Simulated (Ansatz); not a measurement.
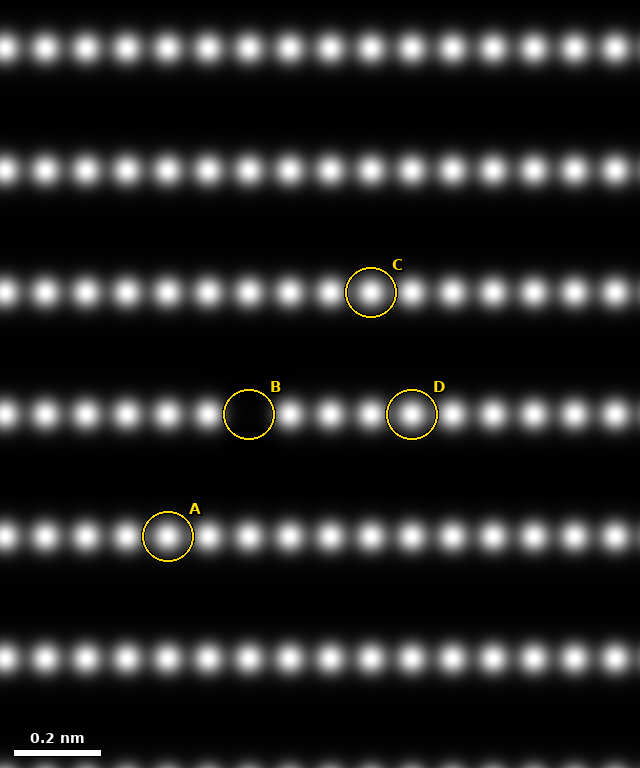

Dark-field STEM-like image of Tb (Im-3m, No. 229) along [221]. Simulation: incoherent imaging, intensity Z^1.7 per atom, probe width 0.57 Å, thin sample. The probe carries 15 % of its weight in a tail 2.5 times as wide.

The sample is 1 repeat (12.0 Å) thick. One point defect was put into the perfect crystal, without relaxing the atoms around it. Brightness is counted from the darkest point of the image. Host structure: the geometry given to an electronic-structure calculation, possibly off equilibrium; the starting structure was generated, so it need not be a known form of this composition.

> Which ringed column holds the defect, and does it scatter more or less than its equals?

B; it scatters less. The column holds 1 atom (Tb) through the sample, and one Tb atom is missing, so its peak vanishes.
